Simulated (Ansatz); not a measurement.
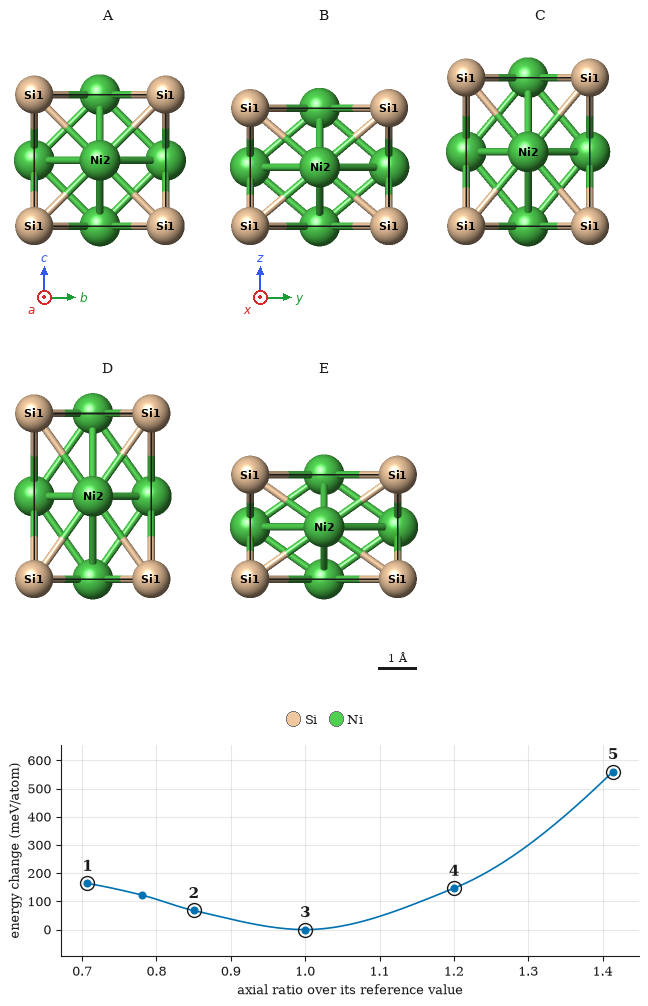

Solid SiNi$_{3}$ (Pm-3m): the ratio of the cell's length along z to its lengths across, counted as 1 for the reference, is changed at fixed volume (a tetragonal or Bain path), with the atoms kept at their fractional coordinates. x, y and z are the Cartesian axes of the input. The frames are shuffled; the numbered points of the plot belong to them. Style: ball-and-stick. Shown: the cell of the calculation, along the a axis.

The calculation used DFT PBE, scalar-relativistic, plane waves, PAW in Ansatz. Settings: plane-wave cutoff 420 eV; k-point mesh 16 × 16 × 16; occupations gaussian; smearing width 0.15 eV; no spin polarisation. Energies (free energies at the smearing named) are counted from the relaxed crystal.

Match the frames to the points.

Answer. Point 1 is frame E (the relative ratio 0.707, 164 meV/atom); 2 is frame B (the relative ratio 0.85, 68 meV/atom); 3 is frame A (the relative ratio 1.00, 0 meV/atom); 4 is frame C (the relative ratio 1.20, 147 meV/atom); 5 is frame D (the relative ratio 1.414, 560 meV/atom). Of the computed points the lowest is at the relative ratio 1.00, 0 meV/atom. At the ends of the scan the energy is 164 meV/atom (0.707) and 560 meV/atom (1.414). The distortion takes the space group from Pm-3m to P4/mmm. At the relative ratio 1.414 the cell of the drawing goes a 3.506 → 3.124 Å, b 3.506 → 3.124 Å, c 3.506 → 4.417 Å.
